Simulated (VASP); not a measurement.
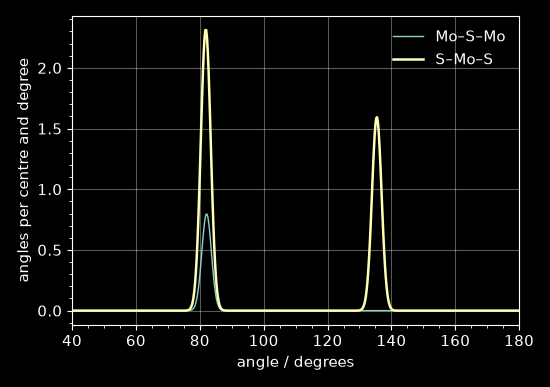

Bond-angle distributions computed from the structure of MoS2; each angle is a Gaussian of σ = 1.5°. Bonds counted: Mo–S up to 3.06 Å. It is based on the geometry relaxed with VASP Kohn-Sham DFT of a periodic cell, PBEsol, VASP PAW PBE potentials, recommended in VASP 6.6.1.

> Give the groups of angles for each curve.

Mo–S–Mo: 82° (3 per centre)
S–Mo–S: 81–82° (9 per centre); 135° (6 per centre)

> What coordination geometry do the angles point to, counting the bonds named above alone?

Mo has 6 S neighbours in a trigonal prismatic arrangement.

The structure has space group P6_3/mmc (No. 194); other forms of this composition would give other results.
